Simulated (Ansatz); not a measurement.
## GaAs: a changed input and its effect

System: GaAs (F-43m, 2 atoms in the cell).
Method of run 1: Kohn-Sham DFT of a periodic cell, revPBE, all-electron LAPW, scalar-relativistic, no spin polarisation (Ansatz 0.2.0).

The structure derives from an entry of the Crystallography Open Database. Text and figures count atoms from 1; the logs count them from 0 in places.

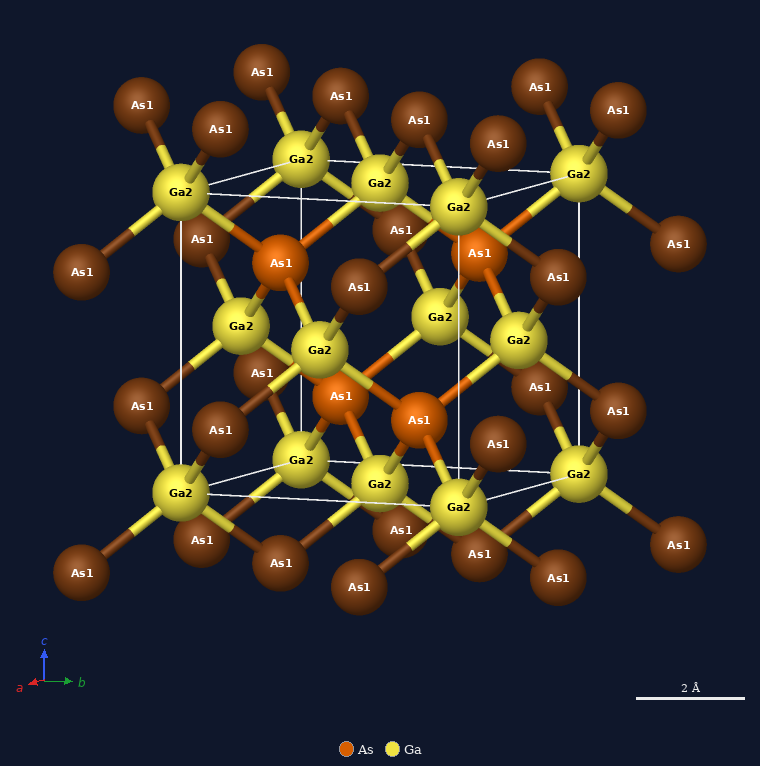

**Figure 1.** The structure as given in the input (ball-and-stick view of the cell 4 times as large as that of the calculation, set on its symmetry axes, seen slightly off an axis; neighbours outside the cell are drawn fainter; atoms are numbered from 1 in the order of the input). Near neighbours in the crystal (not all of them lie inside the picture): As has 4 Ga at 2.45 Å; Ga has 4 As at 2.45 Å.

Input file, run 1:
```yaml
crystal:
  lattice:
    - [0.0, 2.82685, 2.82685]
    - [2.82685, 0.0, 2.82685]
    - [2.82685, 2.82685, 0.0]
  atoms:
    - { symbol: As, position: [0.75, 0.75, 0.75] }
    - { symbol: Ga, position: [0.0, 0.0, 0.0] }
kpoints:
  mp_grid: { grid: [8, 8, 8] }
scf:
  occupations: { method: fermi_dirac, width: 0.05 }
hamiltonian:
  xc: revpbe
  pseudopotentials: { kind: all_electron, lapw: { basis_error: 0.001 } }
output:
  forces: true
  stress: true
relax:
  f_tol: 0.005
  max_steps: 60
  cell: {}
```

Command:
```bash
ansatz run input.yaml --threads 1 --pin off --max-ram 3072MiB --backend cpu --events-out ev --progress --plain --runs-dir out
```

Hardware: 1 thread of Arm Neoverse V1, 24 GiB of memory available, shared host.

Output, shortened to warnings, some set-up lines, iterations and results (run 1):
```
Basis set: ecut = 340.7940627964221 eV, 645 PW (Γ), exchange–correlation at level 2
Symmetry: 24 space group operations
k-points: 29 of 512 (time reversal used)
Initial density: superposition of atomic densities (chi_scale 0.1, normalization cell, long waves kept (reshape's long-wave potential 0.00 eV rms))
[...]
SCF iter   1: F=—  HF=-114432.744333 eV  |F-HF|=—  |Δ(HF+E_count)|=         —  Δρ=3.11e-2  dr2=5.94e-1  ethr=1.34e-3  ⟨swp⟩=2.0  Hψ=4837  notcnv=0
SCF iter   2: F=—  HF=-114432.616895 eV  |F-HF|=—  |Δ(HF+E_count)|=   1.27e-1  Δρ=1.26e-2  dr2=6.62e-2  ethr=1.34e-3  ⟨swp⟩=2.2  Hψ=2310  notcnv=0
SCF iter   3: F=—  HF=-114432.608571 eV  |F-HF|=—  |Δ(HF+E_count)|=   8.32e-3  Δρ=5.74e-3  dr2=1.37e-2  ethr=1.51e-4  ⟨swp⟩=2.0  Hψ=2298  notcnv=0
SCF iter   4: F=—  HF=-114432.606590 eV  |F-HF|=—  |Δ(HF+E_count)|=         —  Δρ=1.16e-3  dr2=5.63e-4  ethr=1.28e-6  ⟨swp⟩=2.0  Hψ=3862  notcnv=0
SCF iter   5: F=—  HF=-114432.606726 eV  |F-HF|=—  |Δ(HF+E_count)|=   1.36e-4  Δρ=2.54e-4  dr2=1.91e-5  ethr=1.28e-6  ⟨swp⟩=3.0  Hψ=2256  notcnv=0
[... 22 lines ...]
relax step   4: F+E_penalty+E_count = -114432.65153325 eV  Δ(F+E_penalty+E_count) = -4.098e-5 eV  max|allowed force component| = 1.446e-17 eV/Å  Δτ_max = 0.0000 Å  P = +0.005 …
SCF iter   1: F=—  HF=-114432.651532 eV  |F-HF|=—  |Δ(HF+E_count)|=         —  Δρ=3.88e-6  dr2=1.25e-8  ethr=2.84e-11  ⟨swp⟩=4.3  Hψ=3713  notcnv=0
SCF iter   2: F=-114432.651532 eV  HF=-114432.651532 eV  |F-HF|=2.20e-8  |Δ(HF+E_count)|=   1.49e-8  Δρ=2.08e-6  dr2=3.82e-9  ethr=2.84e-11  ⟨swp⟩=3.0  Hψ=2433  notcnv=0
SCF 5 converged in 2 iterations: F = -114432.651532 eV  dr2 = 3.82e-9
relax step   5: F+E_penalty+E_count = -114432.65153225 eV  Δ(F+E_penalty+E_count) = +9.965e-7 eV  max|allowed force component| = 1.041e-17 eV/Å  Δτ_max = 0.0000 Å  P = +0.005 …
basis re-selected at this cell: Δ(F+E_penalty+E_count) = +9.965e-7 eV, ΔP = -0.000 GPa vs the last step (what re-selecting the basis moved, after the strain that the cell walked since its last selection, with what the two solves' SCF thresholds leave and, on support functions, any second-order …
SCF converged after 2 iterations
Free energy (F): -114432.651532 eV
Harris-Foulkes:  -114432.651532 eV  (|F-HF|=2.20e-8)
Internal energy: -114432.651096 eV  (E = F + TS)
E sigma→0 (E₀):  -114432.651314 eV
Entropy (-TS):   -0.000437 eV (-0.218 meV/atom)
Fermi energy:    8.525424 eV
--- Per-component energies (eV) ---
  E_band       = -2157.010354
  E_kinetic    = 116845.816423
  E_xc         = -4350.065847
  E_electrostatic = -226928.401672  (all electrons and nuclei)
  E_smearing   = -0.000437  (= −TS)
  E_closure    = 0.000000  (closes the sum)
  E_atoms      = -114424.953585  (free atoms, spherical and without spin; not in F)
  Σ components = -114432.651532   (vs F -114432.651532, Δ=0.00e0)
  Basis errors (estimates in eV, not in F): energy 3.9e-4 per atom: plane waves 3.6e-4 (2.1e-4 summed), levels above the bands 2.2e-64, relativity 1.8e-8, radial functions 3.3e-5, core shells 4.6e-11; eigenvalues (radial functions only) 3.7e-7; not estimated: angular momenta, meshes, grids; target …
--- Forces (eV/Å), atoms counted from 1 ---
  atom   1  As    -0.00000000     0.00000000     0.00000000
  atom   2  Ga     0.00000000    -0.00000000    -0.00000000
  max |Σ_I F_I| component: 1.04e-17 eV/Å
--- Stress (GPa, compression-positive) ---
        0.004980      -0.000000      -0.000000
       -0.000000       0.004980       0.000000
       -0.000000       0.000000       0.004980
  P = ⅓ Tr σ = 0.0050 GPa (0.050 kbar)
--- Relaxed structure (4 steps of the walk, 4 accepted, 1 SCFs on fresh bases) ---
  F+E_penalty+E_count = -114432.65153225 eV   max|allowed force component| = 1.041e-17 eV/Å   (the final SCF, on the basis selected at the relaxed cell)
  cell:  # Å, volume = 48.4650 Å³
    - [-2.8024546180925717e-34, 2.893783762865204, 2.893783762865204]
    - [2.893783762865204, 6.725891083422178e-33, 2.893783762865204]
    - [2.893783762865204, 2.893783762865204, 6.08896957931023e-33]
  atoms:
    - { symbol: As, position: [0.7499999999999999, 0.7499999999999999, 0.7499999999999999] }
[...]
```

Run 2 used a changed input.

The two runs side by side:

```tsv
quantity	run 1	run 2
outcome	converged	converged
free energy per atom (eV)	−57216.3258	−57216.9948
pressure (GPa)	0.00	0.00
volume per atom (Å³)	24.23	22.39
largest force (eV/Å)	0.000	0.000
SCF iterations	22	16
irreducible k-points	29	29
wall time (shared host)	47 s	35 s
```

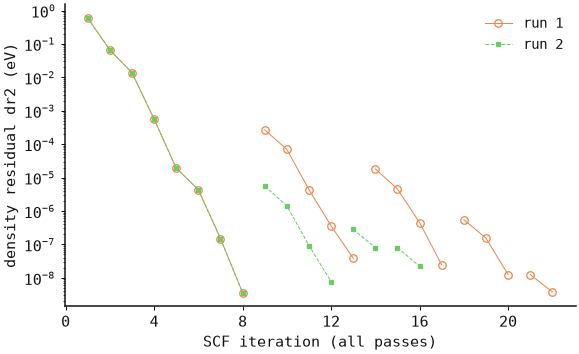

**Figure 2.** Convergence of the two runs: density residual dr2 against the SCF iteration. A break in a curve parts two SCF passes. Run 1 takes 22 iterations in all, and run 2 takes 16.

Which change of the input explains these differences?

The change (lines with − go, lines with + come):
```diff
+  dispersion: d4
-  f_tol: 0.005
+  f_tol: 0.01
```

The total energies belong to different models, so their difference says nothing on which is more stable or more accurate. The volume per atom goes from 24.23 to 22.39 Å³. The SCF takes 16 iterations over all geometry steps against 22.

Output, shortened to warnings, some set-up lines, iterations and results (run 2):
```
Basis set: ecut = 340.7940627964221 eV, 645 PW (Γ), exchange–correlation at level 2
Symmetry: 24 space group operations
k-points: 29 of 512 (time reversal used)
Initial density: superposition of atomic densities (chi_scale 0.1, normalization cell, long waves kept (reshape's long-wave potential 0.00 eV rms))
[...]
SCF iter   1: F=—  HF=-114434.126432 eV  |F-HF|=—  |Δ(HF+E_count)|=         —  Δρ=3.11e-2  dr2=5.94e-1  ethr=1.34e-3  ⟨swp⟩=2.0  Hψ=4837  notcnv=0
SCF iter   2: F=—  HF=-114433.998995 eV  |F-HF|=—  |Δ(HF+E_count)|=   1.27e-1  Δρ=1.26e-2  dr2=6.62e-2  ethr=1.34e-3  ⟨swp⟩=2.2  Hψ=2310  notcnv=0
SCF iter   3: F=—  HF=-114433.990671 eV  |F-HF|=—  |Δ(HF+E_count)|=   8.32e-3  Δρ=5.74e-3  dr2=1.37e-2  ethr=1.51e-4  ⟨swp⟩=2.0  Hψ=2298  notcnv=0
SCF iter   4: F=—  HF=-114433.988690 eV  |F-HF|=—  |Δ(HF+E_count)|=         —  Δρ=1.16e-3  dr2=5.63e-4  ethr=1.28e-6  ⟨swp⟩=2.0  Hψ=3862  notcnv=0
SCF iter   5: F=—  HF=-114433.988825 eV  |F-HF|=—  |Δ(HF+E_count)|=   1.36e-4  Δρ=2.54e-4  dr2=1.91e-5  ethr=1.28e-6  ⟨swp⟩=3.0  Hψ=2256  notcnv=0
[... 14 lines ...]
relax step   3: F+E_penalty+E_count = -114433.98969881 eV  Δ(F+E_penalty+E_count) = -2.392e-5 eV  max|allowed force component| = 2.718e-17 eV/Å  Δτ_max = 0.0000 Å  P = +0.001 …
SCF iter   1: F=—  HF=-114433.989699 eV  |F-HF|=—  |Δ(HF+E_count)|=         —  Δρ=9.95e-6  dr2=8.01e-8  ethr=1.82e-10  ⟨swp⟩=3.1  Hψ=3594  notcnv=0
SCF iter   2: F=-114433.989699 eV  HF=-114433.989699 eV  |F-HF|=3.39e-8  |Δ(HF+E_count)|=   7.70e-8  Δρ=5.56e-6  dr2=2.21e-8  ethr=1.82e-10  ⟨swp⟩=3.0  Hψ=2236  notcnv=0
SCF 4 converged in 2 iterations: F = -114433.989699 eV  dr2 = 2.21e-8
relax step   4: F+E_penalty+E_count = -114433.98969899 eV  Δ(F+E_penalty+E_count) = -1.738e-7 eV  max|allowed force component| = 2.544e-17 eV/Å  Δτ_max = 0.0000 Å  P = +0.001 …
basis re-selected at this cell: Δ(F+E_penalty+E_count) = -1.738e-7 eV, ΔP = +0.000 GPa vs the last step (what re-selecting the basis moved, after the strain that the cell walked since its last selection, with what the two solves' SCF thresholds leave and, on support functions, any second-order …
SCF converged after 2 iterations
Free energy (F): -114433.989699 eV
Harris-Foulkes:  -114433.989699 eV  (|F-HF|=3.39e-8)
Internal energy: -114433.989693 eV  (E = F + TS)
E sigma→0 (E₀):  -114433.989696 eV
Entropy (-TS):   -0.000006 eV (-0.003 meV/atom)
Fermi energy:    9.935867 eV
--- Per-component energies (eV) ---
  E_band       = -2112.599485
  E_kinetic    = 116850.188824
  E_xc         = -4351.152793
  E_electrostatic = -226931.630025  (all electrons and nuclei)
  E_disp       = -1.395699  (pairwise vdW)
  E_smearing   = -0.000006  (= −TS)
  E_closure    = 0.000000  (closes the sum)
  E_atoms      = -114424.953585  (free atoms, spherical and without spin; not in F)
  Σ components = -114433.989699   (vs F -114433.989699, Δ=0.00e0)
  Basis errors (estimates in eV, not in F): energy 4.4e-4 per atom: plane waves 4.0e-4 (2.4e-4 summed), levels above the bands 3.7e-64, relativity 2.0e-8, radial functions 3.4e-5, core shells 5.2e-11; eigenvalues (radial functions only) 4.4e-7; not estimated: angular momenta, meshes, grids; target …
--- Forces (eV/Å), atoms counted from 1 ---
  atom   1  As    -0.00000000     0.00000000     0.00000000
  atom   2  Ga    -0.00000000    -0.00000000    -0.00000000
  max |Σ_I F_I| component: 1.10e-17 eV/Å
--- Stress (GPa, compression-positive) ---
        0.001456       0.000000       0.000000
        0.000000       0.001456       0.000000
        0.000000       0.000000       0.001456
  P = ⅓ Tr σ = 0.0015 GPa (0.015 kbar)
--- Relaxed structure (3 steps of the walk, 3 accepted, 1 SCFs on fresh bases) ---
  F+E_penalty+E_count = -114433.98969899 eV   max|allowed force component| = 2.544e-17 eV/Å   (the final SCF, on the basis selected at the relaxed cell)
  cell:  # Å, volume = 44.7728 Å³
    - [4.8406034312508105e-34, 2.818349812628922, 2.818349812628922]
    - [2.818349812628922, 1.6432574806088276e-33, 2.818349812628922]
    - [2.818349812628922, 2.818349812628922, 8.279979553455333e-34]
  atoms:
    - { symbol: As, position: [0.75, 0.75, 0.75] }
[...]
```
